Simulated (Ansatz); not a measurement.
# Geometry relaxation of CuO (part 1 of 2)

System: CuO (4 atoms in the cell).
Method: DFT PBE, scalar-relativistic, plane waves, PAW, no spin polarisation (Ansatz 0.2.0).

The structure derives from an entry of the Crystallography Open Database. It belongs to a series of runs on one base structure; here: volume × 0.94, shape and atoms relaxed.

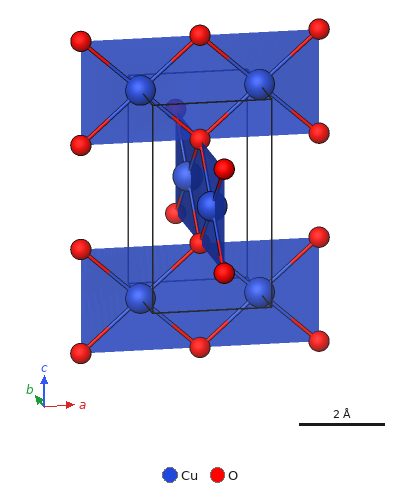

Figure 1. The structure as given in the input (polyhedral view of the cell of the calculation, seen slightly off an axis; polyhedra are completed across the faces of the cell). An atom can appear more than once, as a periodic image.

The input:
```yaml
crystal:
  lattice:
    - [2.0302536578, -2.032558303, 0.1590085903]
    - [2.0302536578, 2.032558303, 0.1590085903]
    - [-0.398278025, 0.0, 5.0702114533]
  atoms:
    - { symbol: Cu, position: [0.0, 0.5, 0.0] }
    - { symbol: Cu, position: [0.5, 0.0, 0.5] }
    - { symbol: O, position: [0.5000687225, 0.4999312775, 0.25] }
    - { symbol: O, position: [0.4999312775, 0.5000687225, 0.75] }
basis:
  ecutwfc: 420
kpoints:
  mp_grid: { grid: [14, 14, 8] }
hamiltonian:
  xc: pbe
scf:
  occupations: { method: gaussian, width: 0.1 }
output:
  forces: true
  stress: true
  eigenvalues: true
  write_density: true
  write_potential: true
  elf: true
  volumetric_format: npy
relax:
  adjacent_minimum: "off"
  f_tol: 0.01
  max_steps: 30
  cell: { stress_tol: 0.1, fix: [volume] }
```

Machine: 1 thread of Intel Xeon @ 2.50GHz (Skylake/Cascade Lake), 189 GiB of memory available, shared host.

Run as:
```bash
ansatz run input.yaml --threads 1 --pin off --max-ram 2560MiB --backend cpu --events-out ev --progress --plain --runs-dir out
```

The program's output:
```
Engine: ansatz 0.2.0, x86_64-unknown-linux-gnu
Pseudopotentials: kind: paw
Pseudopotential: Cu, paw, valence charge 19, recommended cutoff 420 eV (normal), Cu.paw.azcp
Pseudopotential: O, paw, valence charge 6, recommended cutoff 420 eV (normal), O.paw.azcp
Functional definition: PBE
  parameter kappa = 0.804
  parameter beta = 0.06672455060314922
  exchange = pbe_x(kappa = kappa, mu = beta*pi^2/3)
  correlation = pbe_c(beta = beta)
Crystal: 4 atoms, lattice volume = 42.103 Å³
Basis set: ecut = 420 eV, 825 PW (Γ), exchange–correlation on 40×40×72 points (8 copies of the dense FFT grid, shifted against one another)
Bands: 30, of which v1, the nominal top of the filled ones, is band 25 counted from 1 (24 counted from 0)
Symmetry: 4 space group operations
Space group: C2/c (ITA 15), of the structure as read, at distance tolerance 3.5e-5 Å
k-points: 429 of 1568
Non-local potential: Cu, projectors of the file, l = 0: 3, l = 1: 2, l = 2: 3, l = 3: 1
Non-local potential: O, projectors of the file, l = 0: 2, l = 1: 2, l = 2: 1
PAW form: soft (Blöchl's): semilocal exchange-correlation on the pseudo side does not see the compensation charge
PAW one-centre angular grid: Cu, 590 points (default); XC on 64 Gauss nodes
PAW one-centre angular grid: O, 110 points (default); XC on 64 Gauss nodes
Initial density: superposition of atomic densities (neutral atoms: chi_scale 0, normalization atom), corrected by the library's trained network
Initial wavefunctions: pseudopotential atomic-orbital guess
Functional: x = pbe(κ = 0.804, μ = 0.2195149727645171), c = pbe(β = 0.06672455060314922)
SCF iter   1: F=—  HF=-14382.491864 eV  |F-HF|=—  |Δ(HF+E_count)|=         —  Δρ=5.27e-3  dr2=3.67e-3  ethr=1.77e-3  ⟨swp⟩=5.1  Hψ=44886  notcnv=0
preconditioner: auto → LDOS  [metal: Δε(μ)=0.000 eV  Ē_g=11.496 eV  σ=0.100 eV  W_gap=0.00  n_scr=16 (ndim 8)  ℏωp=33.4 eV  f_vac=0.034  D(μ)=2.54/eV (n_scr^D=28)  β→1.0]
SCF iter   2: F=—  HF=-14382.491784 eV  |F-HF|=—  |Δ(HF+E_count)|=   7.95e-5  Δρ=1.44e-3  dr2=3.70e-4  ethr=7.34e-6  ⟨swp⟩=2.0  Hψ=23132  notcnv=0
SCF iter   3: F=—  HF=-14382.491726 eV  |F-HF|=—  |Δ(HF+E_count)|=   5.85e-5  Δρ=4.65e-4  dr2=6.88e-5  ethr=7.41e-7  ⟨swp⟩=2.1  Hψ=19886  notcnv=0
SCF iter   4: F=—  HF=-14382.491601 eV  |F-HF|=—  |Δ(HF+E_count)|=   1.25e-4  Δρ=6.75e-4  dr2=1.12e-4  ethr=1.38e-7  ⟨swp⟩=2.0  Hψ=23465  notcnv=0
SCF iter   5: F=—  HF=-14382.491575 eV  |F-HF|=—  |Δ(HF+E_count)|=   2.53e-5  Δρ=2.18e-4  dr2=1.12e-5  ethr=1.38e-7  ⟨swp⟩=2.0  Hψ=16618  notcnv=0
SCF iter   6: F=—  HF=-14382.491573 eV  |F-HF|=—  |Δ(HF+E_count)|=   2.40e-6  Δρ=4.55e-5  dr2=5.21e-7  ethr=2.25e-8  ⟨swp⟩=2.0  Hψ=16416  notcnv=0
SCF iter   7: F=-14382.491573 eV  HF=-14382.491573 eV  |F-HF|=1.47e-8  |Δ(HF+E_count)|=   7.76e-8  Δρ=7.35e-6  dr2=1.46e-8  ethr=2.00e-10  ⟨swp⟩=9.1  Hψ=81489  notcnv=0
SCF 1 converged in 7 iterations: F = -14382.491573 eV  dr2 = 1.46e-8
  greatest PAW one-centre occupation: 1.000 electrons in one spin orbital (limit 2), on the Cu atom at site 1 (counted from 0), in its partial waves of l = 0
relax step   1: F+E_penalty+E_count = -14382.49157290 eV  Δ(F+E_penalty+E_count) = +0.000e0 eV  max|allowed force component| = 5.545e-5 eV/Å  Δτ_max = 0.0000 Å  P = +10.236 GPa  Ω = 42.103 Å³  fix = [volume]  reactions: volume +10.236 GPa  (7 SCF iters, dr2 threshold 1.00e-7 eV, accepted)
Basis set: ecut = 420 eV, 821 PW (Γ), exchange–correlation on 40×40×72 points (8 copies of the dense FFT grid, shifted against one another)
Initial density: handed on by an earlier stage of this run
Initial wavefunctions: those handed on with the density
iter 1 solved again at ethr=1.43e-7 eV; its pass at ethr=3.10e-3 eV (dr2=7.17e-5 eV) is discarded
SCF iter   1: F=—  HF=-14382.493839 eV  |F-HF|=—  |Δ(HF+E_count)|=         —  Δρ=6.41e-4  dr2=6.15e-5  ethr=1.43e-7  ⟨swp⟩=3.0  Hψ=65451  notcnv=0
preconditioner: auto → LDOS  [metal: Δε(μ)=0.000 eV  Ē_g=11.470 eV  σ=0.100 eV  W_gap=0.00  n_scr=16 (ndim 8)  ℏωp=33.4 eV  f_vac=0.034  D(μ)=2.56/eV (n_scr^D=28)  β→1.0]
SCF iter   2: F=—  HF=-14382.493717 eV  |F-HF|=—  |Δ(HF+E_count)|=   1.21e-4  Δρ=4.20e-4  dr2=4.13e-5  ethr=1.23e-7  ⟨swp⟩=2.0  Hψ=20197  notcnv=0
SCF iter   3: F=—  HF=-14382.493710 eV  |F-HF|=—  |Δ(HF+E_count)|=   7.51e-6  Δρ=1.49e-4  dr2=6.36e-6  ethr=8.27e-8  ⟨swp⟩=2.2  Hψ=21463  notcnv=0
SCF iter   4: F=—  HF=-14382.493708 eV  |F-HF|=—  |Δ(HF+E_count)|=   1.74e-6  Δρ=1.19e-4  dr2=4.30e-6  ethr=1.27e-8  ⟨swp⟩=2.0  Hψ=22207  notcnv=0
SCF iter   5: F=—  HF=-14382.493708 eV  |F-HF|=—  |Δ(HF+E_count)|=   5.60e-7  Δρ=6.54e-5  dr2=1.04e-6  ethr=8.61e-9  ⟨swp⟩=1.0  Hψ=12870  notcnv=0
SCF iter   6: F=-14382.493707 eV  HF=-14382.493707 eV  |F-HF|=5.62e-8  |Δ(HF+E_count)|=   1.22e-7  Δρ=1.63e-5  dr2=6.25e-8  ethr=8.00e-10  ⟨swp⟩=8.6  Hψ=83146  notcnv=0
SCF 2 converged in 6 iterations: F = -14382.493707 eV  dr2 = 6.25e-8
relax step   2: F+E_penalty+E_count = -14382.49370734 eV  Δ(F+E_penalty+E_count) = -2.134e-3 eV  max|allowed force component| = 2.104e-5 eV/Å  Δτ_max = 0.0000 Å  P = +9.879 GPa  Ω = 42.103 Å³  energy of the carried Pulay correction = -3.671e-5 eV  fix = [volume]  reactions: volume +9.879 GPa  (6 SCF iters, dr2 threshold 4.00e-7 eV, accepted)
iter 1 solved again at ethr=1.35e-7 eV; its pass at ethr=3.10e-3 eV (dr2=6.74e-5 eV) is discarded
SCF iter   1: F=—  HF=-14382.494471 eV  |F-HF|=—  |Δ(HF+E_count)|=         —  Δρ=6.14e-4  dr2=5.85e-5  ethr=1.35e-7  ⟨swp⟩=3.0  Hψ=65303  notcnv=0
preconditioner: auto → LDOS  [metal: Δε(μ)=0.000 eV  Ē_g=11.473 eV  σ=0.100 eV  W_gap=0.00  n_scr=16 (ndim 8)  ℏωp=33.4 eV  f_vac=0.034  D(μ)=2.56/eV (n_scr^D=28)  β→1.0]
SCF iter   2: F=—  HF=-14382.494347 eV  |F-HF|=—  |Δ(HF+E_count)|=   1.24e-4  Δρ=4.15e-4  dr2=4.07e-5  ethr=1.17e-7  ⟨swp⟩=2.0  Hψ=20197  notcnv=0
SCF iter   3: F=—  HF=-14382.494340 eV  |F-HF|=—  |Δ(HF+E_count)|=   7.42e-6  Δρ=1.46e-4  dr2=6.26e-6  ethr=8.15e-8  ⟨swp⟩=2.2  Hψ=21182  notcnv=0
SCF iter   4: F=—  HF=-14382.494338 eV  |F-HF|=—  |Δ(HF+E_count)|=   1.59e-6  Δρ=1.21e-4  dr2=4.41e-6  ethr=1.25e-8  ⟨swp⟩=2.0  Hψ=22028  notcnv=0
SCF iter   5: F=—  HF=-14382.494338 eV  |F-HF|=—  |Δ(HF+E_count)|=   5.83e-7  Δρ=6.50e-5  dr2=1.03e-6  ethr=8.81e-9  ⟨swp⟩=1.0  Hψ=12870  notcnv=0
SCF iter   6: F=-14382.494338 eV  HF=-14382.494338 eV  |F-HF|=5.50e-8  |Δ(HF+E_count)|=   1.23e-7  Δρ=1.61e-5  dr2=6.06e-8  ethr=8.00e-10  ⟨swp⟩=8.6  Hψ=83251  notcnv=0
SCF 3 converged in 6 iterations: F = -14382.494338 eV  dr2 = 6.06e-8
  greatest PAW one-centre occupation: 1.000 electrons in one spin orbital (limit 2), on the Cu atom at site 0 (counted from 0), in its partial waves of l = 0
relax step   3: F+E_penalty+E_count = -14382.49433764 eV  Δ(F+E_penalty+E_count) = -6.303e-4 eV  max|allowed force component| = 1.741e-5 eV/Å  Δτ_max = 0.0000 Å  P = +9.542 GPa  Ω = 42.103 Å³  energy of the carried Pulay correction = -7.118e-5 eV  fix = [volume]  reactions: volume +9.542 GPa  (6 SCF iters, dr2 threshold 4.00e-7 eV, accepted)
Initial wavefunctions: pseudopotential atomic-orbital guess (no wavefunctions were taken with the density)
iter 1 solved again at ethr=7.13e-8 eV; its pass at ethr=3.10e-3 eV (dr2=3.57e-5 eV) is discarded
SCF iter   1: F=—  HF=-14382.494552 eV  |F-HF|=—  |Δ(HF+E_count)|=         —  Δρ=1.83e-4  dr2=5.59e-7  ethr=7.13e-8  ⟨swp⟩=3.0  Hψ=78437  notcnv=0
preconditioner: auto → LDOS  [metal: Δε(μ)=0.000 eV  Ē_g=11.474 eV  σ=0.100 eV  W_gap=0.00  n_scr=16 (ndim 8)  ℏωp=33.4 eV  f_vac=0.034  D(μ)=2.56/eV (n_scr^D=28)  β→1.0]
SCF iter   2: F=—  HF=-14382.494535 eV  |F-HF|=—  |Δ(HF+E_count)|=   1.70e-5  Δρ=1.68e-5  dr2=6.59e-8  ethr=1.12e-9  ⟨swp⟩=2.0  Hψ=20421  notcnv=0
SCF iter   3: F=—  HF=-14382.494535 eV  |F-HF|=—  |Δ(HF+E_count)|=   8.68e-9  Δρ=2.33e-5  dr2=1.21e-7  ethr=1.32e-10  ⟨swp⟩=2.0  Hψ=23656  notcnv=0
SCF iter   4: F=—  HF=-14382.494535 eV  |F-HF|=—  |Δ(HF+E_count)|=   3.00e-8  Δρ=8.66e-6  dr2=1.88e-8  ethr=1.32e-10  ⟨swp⟩=2.0  Hψ=18747  notcnv=0
SCF iter   5: F=—  HF=-14382.494535 eV  |F-HF|=—  |Δ(HF+E_count)|=   2.21e-9  Δρ=3.77e-6  dr2=3.86e-9  ethr=3.76e-11  ⟨swp⟩=2.0  Hψ=17371  notcnv=0
SCF iter   6: F=-14382.494535 eV  HF=-14382.494535 eV  |F-HF|=5.46e-12  |Δ(HF+E_count)|=  3.24e-10  Δρ=3.07e-7  dr2=2.11e-11  ethr=1.00e-12  ⟨swp⟩=5.0  Hψ=66483  notcnv=0
SCF 4 converged in 6 iterations: F = -14382.494535 eV  dr2 = 2.11e-11
relax step   4: F+E_penalty+E_count = -14382.49453462 eV  Δ(F+E_penalty+E_count) = -1.970e-4 eV  max|allowed force component| = 1.553e-5 eV/Å  Δτ_max = 0.0000 Å  P = +9.548 GPa  Ω = 42.103 Å³  fix = [volume]  reactions: volume +9.548 GPa  stress off target by 7.10e-2 GPa on what of the cell is left free  SCF on the basis re-selected at this cell (its energy is not comparable with the rows above)  (6 SCF iters)
```

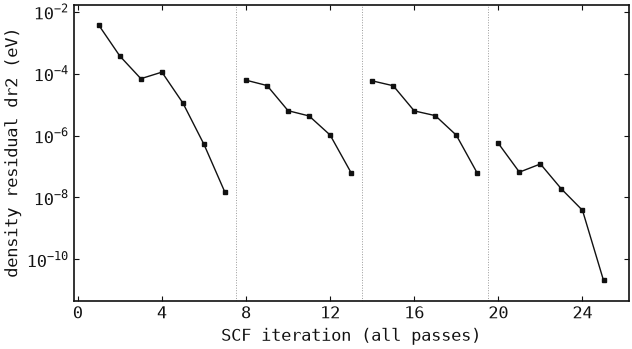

Figure 2. Convergence of the self-consistent field: density residual dr2 against the SCF iteration. The dotted lines part the SCF passes of the relaxation: geometry steps, rejected trials and re-solves on a re-selected basis. The passes take 7, 6, 6 and 6 iterations.

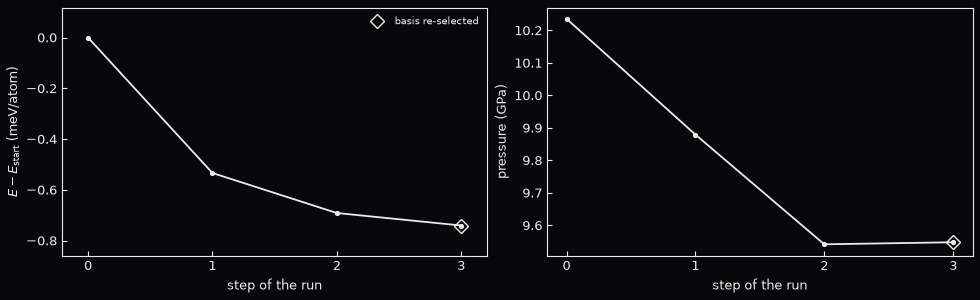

Figure 3. Progress of the relaxation, step by step (the first geometry is step 0 here and step 1 in the log).

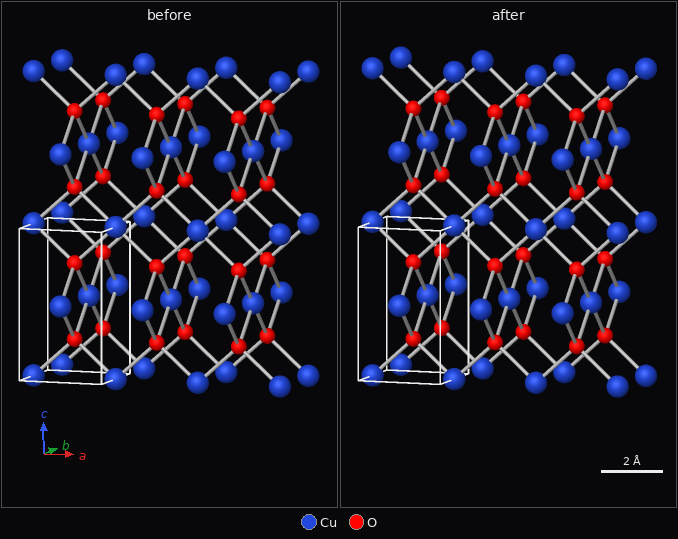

Figure 4. Before (left) and after (right) the relaxation, at one scale (ball-and-stick view of the cell of the calculation, repeated 3 × 2 × 2, seen slightly off an axis). After 2 geometry steps the energy has fallen by 0.7 meV per atom. Pressure: 10.24 GPa at the start and 9.55 GPa at the end. No atom moves by more than 0.005 Å relative to the cell. The drawn cell changes at constant volume: a = b 2.877 → 2.864 Å (−0.5 %), c 5.086 → 5.133 Å (+0.9 %). The space group stays Cccm (No. 66). A last SCF at the same geometry on a re-selected plane-wave basis shifts the energy by next to nothing (0.0 meV per atom).
